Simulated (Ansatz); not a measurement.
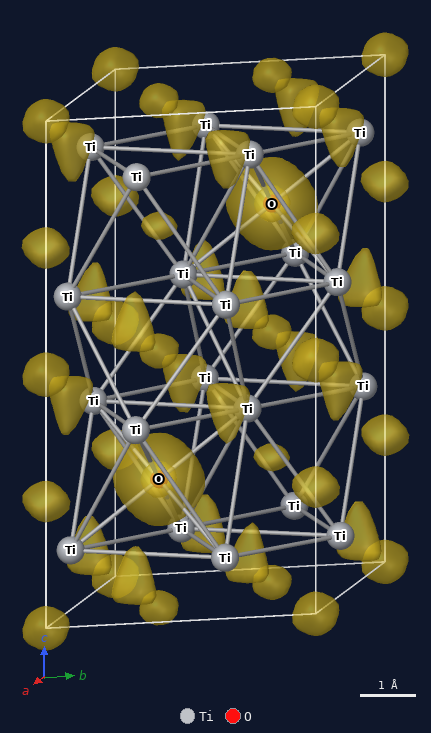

*Ti6O. Isosurface of the ELF at 0.65 (yellow), seen slightly off an axis. Core shells and regions of very low density are left out. Sticks mark near contacts.*

Space group P-31c; computed pressure about −6 GPa in this cell; computed without spin polarisation.

Theory: DFT PBEsol, scalar-relativistic, plane waves, PAW (Ansatz).

```
CELL_PARAMETERS angstrom
5.14000 0.00000 0.00000
-2.57000 4.45137 0.00000
0.00000 0.00000 9.48000
ATOMIC_POSITIONS crystal
Ti 0.66853 0.00627 0.11956
Ti 0.99373 0.66226 0.11956
Ti 0.33774 0.33147 0.11956
Ti 0.00627 0.66853 0.61956
Ti 0.66226 0.99373 0.61956
Ti 0.33147 0.33774 0.61956
Ti 0.33147 0.99373 0.88044
Ti 0.00627 0.33774 0.88044
Ti 0.66226 0.66853 0.88044
Ti 0.99373 0.33147 0.38044
Ti 0.33774 0.00627 0.38044
Ti 0.66853 0.66226 0.38044
O 0.33333 0.66667 0.75000
O 0.66667 0.33333 0.25000
```

Where are the electrons localised?

Answer. The surface consists of two regions wrapped around O (the valence shell of each) and 22 pockets between the atoms, centred on no nucleus (multi-centre or interstitial), counted in one cell of 14 atoms. Any copies at cell faces, edges or corners count once. Profiles from the grid: Ti–O (2.09 Å): the ELF peaks at about 0.80 in the valence shell of O, 0.6 Å from its nucleus, and is about 0.10 at the midpoint: no localised pair shows between them. Ti–Ti (2.83 Å): the ELF is about 0.25 at the midpoint (no localised pair shows between them).
